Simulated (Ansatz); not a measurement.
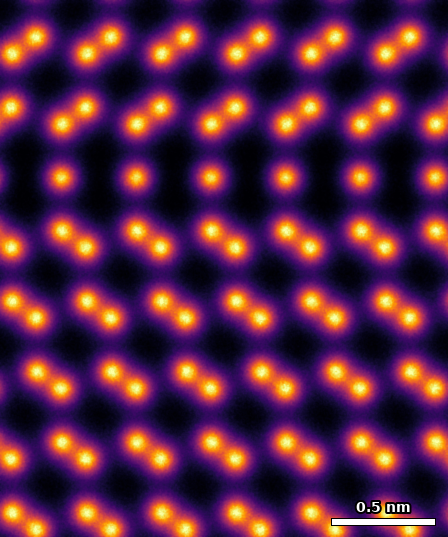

Integrated-DPC-like image of Al (Fd-3m, No. 227) along [110]. Simulated as the projected potential of neutral atoms (B = 0.8 Å²) blurred by a 0.78 Å probe, the thin-sample limit of integrated differential phase contrast. Shot noise was added.

One planar defect was built into the perfect crystal by geometry alone, without relaxation. Host structure: the input geometry of an electronic-structure calculation (not necessarily at equilibrium); the starting structure was generated, so it need not be a known form of this composition.

Q: Find the planar defect and say what kind it is.

A twin boundary runs horizontally about 9 Å below the top edge. The part above it is the mirror image of the part below, so slanted rows of columns change direction there; the row on the boundary belongs to both.
